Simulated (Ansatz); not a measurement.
The structure in question:

```
CELL_PARAMETERS angstrom
-4.00346 0.00000 0.00000
-2.00173 -3.46709 0.00000
0.00000 0.00000 19.15265
ATOMIC_POSITIONS crystal
Ge 0.00000 0.00000 0.26434
Ge 0.00000 0.00000 0.39230
Ge 0.00000 0.00000 0.60770
Ge 0.00000 0.00000 0.73566
Ge 0.33333 0.33333 0.22127
Ge 0.66667 0.66667 0.43537
Ge 0.66667 0.66667 0.56463
Ge 0.33333 0.33333 0.77873
```

**Say what kind of structure these coordinates give.**

The element is germanium. The cell holds eight atoms. With all contacts inside bonding distance counted, the coordination numbers are Ge 3 to 4 (mean 3.8). The bonds build Ge layers parallel to (001).

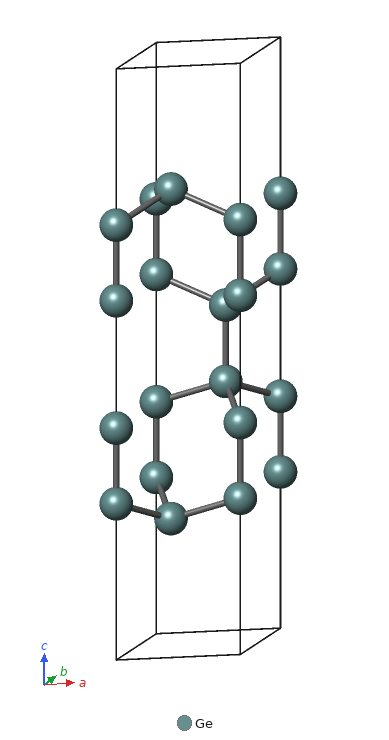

Ball-and-stick drawing of the structure, looking slightly off an axis. The simulation cell is drawn as a box.

Starting structure: a structure listed in the Materials Project. The cell was then strained or its atoms displaced on purpose. Ansatz was used for an electronic-structure calculation on it.
